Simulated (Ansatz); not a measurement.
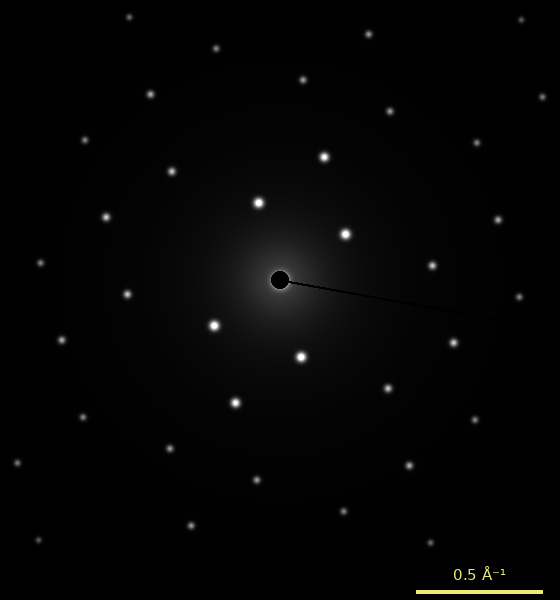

Simulated selected-area electron diffraction pattern (200 kV, kinematic approximation, thin crystal, B = 0.3 Å² for all atoms).

Candidate phases (model or computed cells):
A. Al, space group Fm-3m (No. 225), a = 4.05 Å
B. Mo, space group Im-3m (No. 229), a = 3.160 Å
C. Co, space group Im-3m (No. 229), a = 2.80 Å
D. Si, space group Fd-3m (No. 227), a = 5.44 Å

Question: Which candidate gives this pattern, and along which zone?

Answer: Candidate D (Si), along [110] or an equivalent direction. The spots form a centred rectangular net with both shortest vectors at d = 3.14 Å, 70.5° apart. They index as -1 1 -1 and -1 1 1; no zone of the other candidates with indices up to 3 has this net. Some points of the net are extinct or too weak to see.
